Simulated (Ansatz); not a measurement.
## Geometry relaxation, with input and output: CdS (part 1 of 3)

The run: geometry relaxation of CdS (slab, 16 atoms in the cell). Method and program: DFT PBE+D3(BJ), scalar-relativistic, plane waves, PAW, no spin polarisation (Ansatz 0.2.0).

The structure derives from an entry of the Crystallography Open Database. The input holds or restrains some coordinates. It belongs to a series of runs on one base structure; here: clean slab, lower planes held. Figures and captions count atoms from 1; the log counts them from 0 in places.

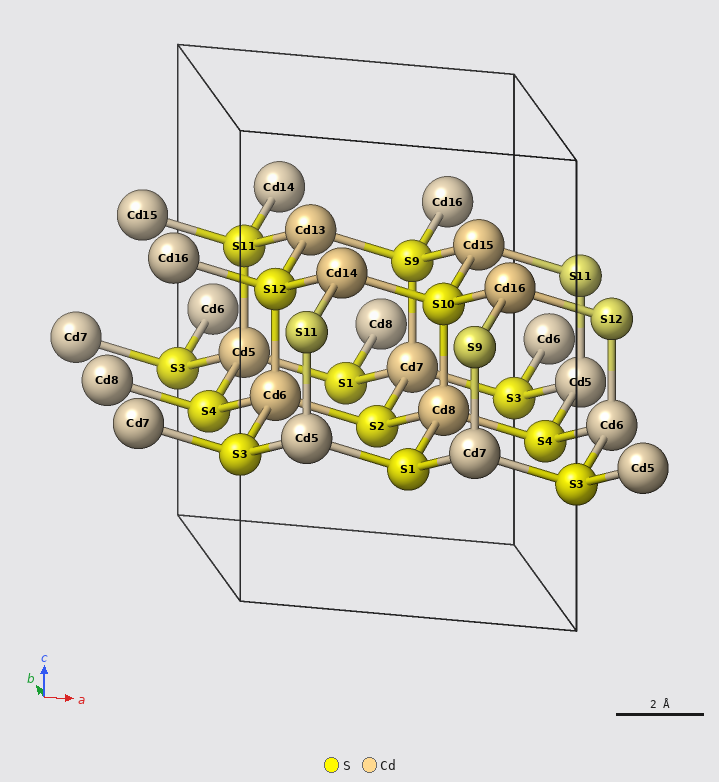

**Figure 1.** The structure as given in the input (ball-and-stick view of the cell of the calculation, with the vacuum cut short, seen slightly off an axis; neighbours outside the cell are drawn fainter; atoms are numbered from 1 in the order of the input). Near neighbours in the crystal (not all of them lie inside the picture): S has 3 Cd at 2.53 Å; Cd has 4 S at 2.53 Å; S has 4 Cd at 2.53 Å; Cd has 3 S at 2.53 Å.

### The input
```yaml
crystal:
  lattice:
    - [8.2750818144, 0.0, 0.0]
    - [-4.1375409072, 7.1664310697, 0.0]
    - [0.0, 0.0, 20.2228600052]
  atoms:
    - { symbol: S, position: [0.5, 0.0, 0.3955919191] }
    - { symbol: S, position: [0.5, 0.5, 0.3955919191] }
    - { symbol: S, position: [0.0, 0.0, 0.3955919191] }
    - { symbol: S, position: [0.0, 0.5, 0.3955919191] }
    - { symbol: Cd, position: [0.1666666667, 0.8333333333, 0.4373551515] }
    - { symbol: Cd, position: [0.1666666667, 0.3333333333, 0.4373551515] }
    - { symbol: Cd, position: [0.6666666667, 0.8333333333, 0.4373551515] }
    - { symbol: Cd, position: [0.6666666667, 0.3333333333, 0.4373551515] }
    - { symbol: S, position: [0.6666666667, 0.8333333333, 0.5626448485] }
    - { symbol: S, position: [0.6666666667, 0.3333333333, 0.5626448485] }
    - { symbol: S, position: [0.1666666667, 0.8333333333, 0.5626448485] }
    - { symbol: S, position: [0.1666666667, 0.3333333333, 0.5626448485] }
    - { symbol: Cd, position: [0.3333333333, 0.6666666667, 0.6044080809] }
    - { symbol: Cd, position: [0.3333333333, 0.1666666667, 0.6044080809] }
    - { symbol: Cd, position: [0.8333333333, 0.6666666667, 0.6044080809] }
    - { symbol: Cd, position: [0.8333333333, 0.1666666667, 0.6044080809] }
basis:
  ecutwfc: 420
kpoints:
  mp_grid: { grid: [2, 2, 1] }
hamiltonian:
  xc: pbe
  dispersion: d3bj
scf:
  occupations: { method: gaussian, width: 0.05 }
output:
  forces: true
  eigenvalues: true
  write_density: true
  write_potential: true
  elf: true
  volumetric_format: npy
relax:
  adjacent_minimum: "off"
  f_tol: 0.03
  max_steps: 70
  constraints: [{ sites: [0, 1, 2, 3, 4, 5, 6, 7] }]
efield:
  axis: 3
  dipole_correction: true
  ramp_width: 0.04
```

Run on 4 threads of Arm Neoverse V1, 24 GiB of memory available, shared host.

Launched with:
```bash
ansatz run input.yaml --threads 4 --pin off --max-ram 10240MiB --backend cpu --events-out ev --progress --plain --runs-dir out
```

### Log
```
Engine: ansatz 0.2.0, aarch64-unknown-linux-gnu
Pseudopotentials: kind: paw
Pseudopotential: S, paw, valence charge 6, recommended cutoff 420 eV (normal), S.paw.azcp
Pseudopotential: Cd, paw, valence charge 20, recommended cutoff 420 eV (normal), Cd.paw.azcp
Functional definition: PBE
  parameter kappa = 0.804
  parameter beta = 0.06672455060314922
  exchange = pbe_x(kappa = kappa, mu = beta*pi^2/3)
  correlation = pbe_c(beta = beta)
Crystal: 16 atoms, lattice volume = 1199.272 Å³
Basis set: ecut = 420 eV, 23425 PW (Γ), exchange–correlation on 120×120×288 points (8 copies of the dense FFT grid, shifted against one another)
Bands: 125, of which v1, the nominal top of the filled ones, is band 104 counted from 1 (103 counted from 0)
Symmetry: 24 space group operations
Space group: P3m1 (ITA 156), of the structure as read, at distance tolerance 1.1e-4 Å
k-points: 2 of 4
Non-local potential: S, projectors of the file, l = 0: 2, l = 1: 2, l = 2: 2
Non-local potential: Cd, projectors of the file, l = 0: 3, l = 1: 2, l = 2: 2, l = 3: 1
PAW form: soft (Blöchl's): semilocal exchange-correlation on the pseudo side does not see the compensation charge
PAW one-centre angular grid: S, 110 points (default); XC on 64 Gauss nodes
PAW one-centre angular grid: Cd, 590 points (default); XC on 64 Gauss nodes
Initial density: superposition of atomic densities (neutral atoms: chi_scale 0, normalization atom), corrected by the library's trained network
Initial wavefunctions: pseudopotential atomic-orbital guess
Functional: x = pbe(κ = 0.804, μ = 0.2195149727645171), c = pbe(β = 0.06672455060314922)
SCF iter   1: F=—  HF=-73260.193066 eV  |F-HF|=—  |Δ(HF+E_count)|=         —  Δρ=2.33e-3  dr2=8.38e-1  ethr=1.77e-3  p=1.133 e·Å  D=1.71e-1 V/Å  ΔV_dip=-3.46 eV  dr2_dipole=3.36e-1  V_vac-E_F(+/−)=3.00/6.46 eV  ⟨swp⟩=7.5  Hψ=1072  notcnv=0  defer=18
efield: sawtooth ramp at fractional position 0.9800 (placed from the atoms, in the widest stretch of the axis that holds none; the zero of the levels goes with the place), width 0.0400; the density the first Hamiltonian is built on has a dipole p = 1.133 e·Å; the dipole correction subtracts the counter field D = 1.71e-1 V/Å, which shifts the + side's vacuum level by -3.46 eV against the − side's; the planar-averaged density in the ramp window peaks in size at 9.8e-6 e/Å³
preconditioner: auto → Resta (q_TF=auto, 2.037 Å⁻¹)  ε∞=2.6  [insulator: Δε(μ)=0.210 eV  Ē_g=10.334 eV  σ=0.050 eV  W_gap=1.00  n_scr=174 (ndim 8)  ℏωp=12.9 eV  f_vac=0.631  D(μ)=0.19/eV (n_scr^D=0)  ε∞_Penn≈2.6  vacuum switching on, ρ_ref=7.7e-3 e/Å³]
SCF iter   2: F=—  HF=-73260.794632 eV  |F-HF|=—  |Δ(HF+E_count)|=   6.02e-1  Δρ=8.18e-3  dr2=1.13e1  ethr=4.03e-4  p=1.588 e·Å  D=2.40e-1 V/Å  ΔV_dip=-4.85 eV  dr2_dipole=4.72e0  V_vac-E_F(+/−)=2.08/6.93 eV  ⟨swp⟩=3.0  Hψ=346  notcnv=0  defer=29  recentre
preconditioner: auto → LDOS  [insulator: Δε(μ)=0.063 eV  Ē_g=10.017 eV  σ=0.050 eV  W_gap=0.62  n_scr=174 (ndim 8)  ℏωp=12.9 eV  f_vac=0.631  D(μ)=27.21/eV (n_scr^D=174)  ε∞_Penn≈2.6  β→1.0]
SCF iter   3: F=—  HF=-73260.136942 eV  |F-HF|=—  |Δ(HF+E_count)|=   6.58e-1  Δρ=1.40e-3  dr2=2.70e-1  ethr=4.03e-4  p=1.198 e·Å  D=1.81e-1 V/Å  ΔV_dip=-3.66 eV  dr2_dipole=1.04e-1  V_vac-E_F(+/−)=2.84/6.50 eV  ⟨swp⟩=2.5  Hψ=334  notcnv=0  defer=31
SCF iter   4: F=—  HF=-73260.120522 eV  |F-HF|=—  |Δ(HF+E_count)|=   1.64e-2  Δρ=9.13e-4  dr2=3.31e-2  ethr=1.30e-4  p=1.273 e·Å  D=1.92e-1 V/Å  ΔV_dip=-3.89 eV  dr2_dipole=6.04e-3  V_vac-E_F(+/−)=2.64/6.52 eV  ⟨swp⟩=2.0  Hψ=249  notcnv=0  defer=32
SCF iter   5: F=—  HF=-73260.119860 eV  |F-HF|=—  |Δ(HF+E_count)|=   6.61e-4  Δρ=6.63e-4  dr2=2.64e-2  ethr=1.59e-5  p=1.279 e·Å  D=1.93e-1 V/Å  ΔV_dip=-3.90 eV  dr2_dipole=6.39e-3  V_vac-E_F(+/−)=2.63/6.53 eV  ⟨swp⟩=2.0  Hψ=298  notcnv=0  defer=26
SCF iter   6: F=—  HF=-73260.118591 eV  |F-HF|=—  |Δ(HF+E_count)|=   1.27e-3  Δρ=2.08e-4  dr2=5.23e-3  ethr=1.27e-5  p=1.267 e·Å  D=1.91e-1 V/Å  ΔV_dip=-3.87 eV  dr2_dipole=2.13e-3  V_vac-E_F(+/−)=2.67/6.53 eV  ⟨swp⟩=2.0  Hψ=250  notcnv=0  defer=26
SCF iter   7: F=—  HF=-73260.119379 eV  |F-HF|=—  |Δ(HF+E_count)|=   7.88e-4  Δρ=7.25e-5  dr2=3.41e-4  ethr=2.51e-6  p=1.277 e·Å  D=1.93e-1 V/Å  ΔV_dip=-3.90 eV  dr2_dipole=1.32e-4  V_vac-E_F(+/−)=2.64/6.53 eV  ⟨swp⟩=1.0  Hψ=224  notcnv=0  defer=26
SCF iter   8: F=—  HF=-73260.119372 eV  |F-HF|=—  |Δ(HF+E_count)|=   6.85e-6  Δρ=6.32e-5  dr2=2.34e-4  ethr=1.64e-7  p=1.281 e·Å  D=1.93e-1 V/Å  ΔV_dip=-3.91 eV  dr2_dipole=8.15e-5  V_vac-E_F(+/−)=2.63/6.53 eV  ⟨swp⟩=1.5  Hψ=244  notcnv=0  defer=26
SCF iter   9: F=-73260.119341 eV  HF=-73260.119357 eV  |F-HF|=1.63e-5  |Δ(HF+E_count)|=   1.52e-5  Δρ=1.10e-5  dr2=1.31e-5  ethr=1.08e-8  p=1.283 e·Å  D=1.94e-1 V/Å  ΔV_dip=-3.92 eV  dr2_dipole=4.14e-6  V_vac-E_F(+/−)=2.62/6.53 eV  ⟨swp⟩=27.0  Hψ=2498  notcnv=0
SCF 1 converged in 9 iterations: F = -73260.119341 eV  dr2 = 1.31e-5
  greatest PAW one-centre occupation: 1.000 electrons in one spin orbital (limit 2), on the Cd atom at site 7 (counted from 0), in its partial waves of l = 0
relax step   1: F+E_penalty+E_count = -73260.11934065 eV  Δ(F+E_penalty+E_count) = +0.000e0 eV  max|allowed force component| = 1.340e0 eV/Å  Δτ_max = 0.0000 Å  (9 SCF iters, dr2 threshold 2.25e-5 eV, accepted)
Initial density: handed on by an earlier stage of this run
Initial wavefunctions: those handed on with the density
iter 1 solved again at ethr=6.33e-5 eV; its pass at ethr=3.10e-3 eV (dr2=1.32e-1 eV) is discarded
SCF iter   1: F=—  HF=-73260.866604 eV  |F-HF|=—  |Δ(HF+E_count)|=         —  Δρ=2.59e-3  dr2=1.32e-1  ethr=6.33e-5  p=1.283 e·Å  D=1.94e-1 V/Å  ΔV_dip=-3.92 eV  dr2_dipole=1.40e-4  V_vac-E_F(+/−)=2.63/6.54 eV  ⟨swp⟩=2.0  Hψ=906  notcnv=0  defer=29
efield: sawtooth ramp at fractional position 0.9800 (handed on by an earlier solve), width 0.0400; the density the first Hamiltonian is built on has a dipole p = 1.283 e·Å; the dipole correction subtracts the counter field D = 1.94e-1 V/Å, which shifts the + side's vacuum level by -3.92 eV against the − side's; the planar-averaged density in the ramp window peaks in size at 6.6e-7 e/Å³
preconditioner: auto → LDOS  [insulator: Δε(μ)=0.649 eV  Ē_g=10.292 eV  σ=0.050 eV  W_gap=0.66  n_scr=174 (ndim 8)  ℏωp=12.9 eV  f_vac=0.636  D(μ)=15.42/eV (n_scr^D=68)  ε∞_Penn≈2.6  β→1.0]
SCF iter   2: F=—  HF=-73260.851648 eV  |F-HF|=—  |Δ(HF+E_count)|=   1.50e-2  Δρ=1.62e-3  dr2=8.90e-2  ethr=6.33e-5  p=1.286 e·Å  D=1.94e-1 V/Å  ΔV_dip=-3.92 eV  dr2_dipole=2.09e-3  V_vac-E_F(+/−)=2.66/6.58 eV  ⟨swp⟩=2.5  Hψ=381  notcnv=0  defer=29
SCF iter   3: F=—  HF=-73260.839592 eV  |F-HF|=—  |Δ(HF+E_count)|=   1.21e-2  Δρ=6.62e-4  dr2=1.41e-2  ethr=4.28e-5  p=1.289 e·Å  D=1.94e-1 V/Å  ΔV_dip=-3.93 eV  dr2_dipole=1.07e-6  V_vac-E_F(+/−)=2.63/6.57 eV  ⟨swp⟩=2.0  Hψ=391  notcnv=0  defer=29
SCF iter   4: F=—  HF=-73260.836624 eV  |F-HF|=—  |Δ(HF+E_count)|=   2.97e-3  Δρ=1.62e-4  dr2=6.28e-4  ethr=6.76e-6  p=1.288 e·Å  D=1.94e-1 V/Å  ΔV_dip=-3.93 eV  dr2_dipole=4.28e-8  V_vac-E_F(+/−)=2.64/6.57 eV  ⟨swp⟩=2.0  Hψ=398  notcnv=0  defer=29
SCF iter   5: F=-73260.836521 eV  HF=-73260.836568 eV  |F-HF|=4.65e-5  |Δ(HF+E_count)|=   5.61e-5  Δρ=6.73e-5  dr2=6.84e-5  ethr=4.81e-8  p=1.287 e·Å  D=1.94e-1 V/Å  ΔV_dip=-3.93 eV  dr2_dipole=9.09e-6  V_vac-E_F(+/−)=2.65/6.57 eV  ⟨swp⟩=22.0  Hψ=2791  notcnv=0
SCF 2 converged in 5 iterations: F = -73260.836521 eV  dr2 = 6.84e-5
[... from here on the iterations of each SCF are left out, up to the last one ...]
relax step   2: F+E_penalty+E_count = -73260.83652130 eV  Δ(F+E_penalty+E_count) = -7.172e-1 eV  max|allowed force component| = 6.451e-1 eV/Å  Δτ_max = 0.1233 Å  (5 SCF iters, dr2 threshold 1.00e-4 eV, accepted)
efield: sawtooth ramp at fractional position 0.9800 (handed on by an earlier solve), width 0.0400; the density the first Hamiltonian is built on has a dipole p = 1.287 e·Å; the dipole correction subtracts the counter field D = 1.94e-1 V/Å, which shifts the + side's vacuum level by -3.93 eV against the − side's; the planar-averaged density in the ramp window peaks in size at 4.8e-7 e/Å³
preconditioner: auto → LDOS  [insulator: Δε(μ)=0.950 eV  Ē_g=10.373 eV  σ=0.050 eV  W_gap=0.50  n_scr=174 (ndim 8)  ℏωp=12.9 eV  f_vac=0.639  D(μ)=11.31/eV (n_scr^D=50)  ε∞_Penn≈2.5  β→1.0]
preconditioner: auto → Resta (q_TF=auto, 2.037 Å⁻¹)  ε∞=2.4  [insulator: Δε(μ)=0.440 eV  Ē_g=10.691 eV  σ=0.050 eV  W_gap=1.00  n_scr=174 (ndim 8)  ℏωp=12.9 eV  f_vac=0.638  D(μ)=0.00/eV (n_scr^D=0)  ε∞_Penn≈2.4  vacuum switching on, ρ_ref=8.3e-3 e/Å³  β→0.5]
SCF 3 converged in 9 iterations: F = -73261.143636 eV  dr2 = 6.57e-6
relax step   3: F+E_penalty+E_count = -73261.14363570 eV  Δ(F+E_penalty+E_count) = -3.071e-1 eV  max|allowed force component| = 1.551e-1 eV/Å  Δτ_max = 0.1479 Å  (9 SCF iters, dr2 threshold 2.60e-5 eV, accepted)
efield: sawtooth ramp at fractional position 0.9800 (handed on by an earlier solve), width 0.0400; the density the first Hamiltonian is built on has a dipole p = 1.188 e·Å; the dipole correction subtracts the counter field D = 1.79e-1 V/Å, which shifts the + side's vacuum level by -3.62 eV against the − side's; the planar-averaged density in the ramp window peaks in size at 2.7e-7 e/Å³
preconditioner: auto → LDOS  [insulator: Δε(μ)=1.330 eV  Ē_g=10.528 eV  σ=0.050 eV  W_gap=0.63  n_scr=174 (ndim 8)  ℏωp=12.9 eV  f_vac=0.646  D(μ)=15.22/eV (n_scr^D=50)  ε∞_Penn≈2.5  β→1.0]
SCF 4 converged in 7 iterations: F = -73261.236092 eV  dr2 = 7.73e-7
relax step   4: F+E_penalty+E_count = -73261.23609246 eV  Δ(F+E_penalty+E_count) = -9.246e-2 eV  max|allowed force component| = 1.154e-1 eV/Å  Δτ_max = 0.1871 Å  (7 SCF iters, dr2 threshold 1.50e-6 eV, accepted)
efield: sawtooth ramp at fractional position 0.9800 (handed on by an earlier solve), width 0.0400; the density the first Hamiltonian is built on has a dipole p = 1.087 e·Å; the dipole correction subtracts the counter field D = 1.64e-1 V/Å, which shifts the + side's vacuum level by -3.32 eV against the − side's; the planar-averaged density in the ramp window peaks in size at 1.7e-7 e/Å³
preconditioner: auto → LDOS  [insulator: Δε(μ)=1.473 eV  Ē_g=10.626 eV  σ=0.050 eV  W_gap=0.54  n_scr=174 (ndim 8)  ℏωp=12.9 eV  f_vac=0.651  D(μ)=14.95/eV (n_scr^D=50)  ε∞_Penn≈2.5  β→1.0]
SCF 5 converged in 9 iterations: F = -73261.413361 eV  dr2 = 7.59e-9
relax step   5: F+E_penalty+E_count = -73261.41336078 eV  Δ(F+E_penalty+E_count) = -1.773e-1 eV  max|allowed force component| = 2.667e-1 eV/Å  Δτ_max = 0.1950 Å  (9 SCF iters, accepted)
efield: sawtooth ramp at fractional position 0.9800 (handed on by an earlier solve), width 0.0400; the density the first Hamiltonian is built on has a dipole p = 0.930 e·Å; the dipole correction subtracts the counter field D = 1.40e-1 V/Å, which shifts the + side's vacuum level by -2.84 eV against the − side's; the planar-averaged density in the ramp window peaks in size at 8.1e-8 e/Å³
preconditioner: auto → LDOS  [insulator: Δε(μ)=0.161 eV  Ē_g=10.684 eV  σ=0.050 eV  W_gap=0.98  n_scr=174 (ndim 8)  ℏωp=12.9 eV  f_vac=0.654  D(μ)=1.19/eV (n_scr^D=2)  ε∞_Penn≈2.5  β→1.0]
preconditioner: auto → Resta (q_TF=auto, 2.037 Å⁻¹)  ε∞=2.4  [insulator: Δε(μ)=0.637 eV  Ē_g=10.897 eV  σ=0.050 eV  W_gap=1.00  n_scr=174 (ndim 8)  ℏωp=12.9 eV  f_vac=0.653  D(μ)=0.00/eV (n_scr^D=0)  ε∞_Penn≈2.4  vacuum switching on, ρ_ref=8.6e-3 e/Å³  β→0.5]
SCF 6 converged in 6 iterations: F = -73261.720868 eV  dr2 = 1.22e-5
```
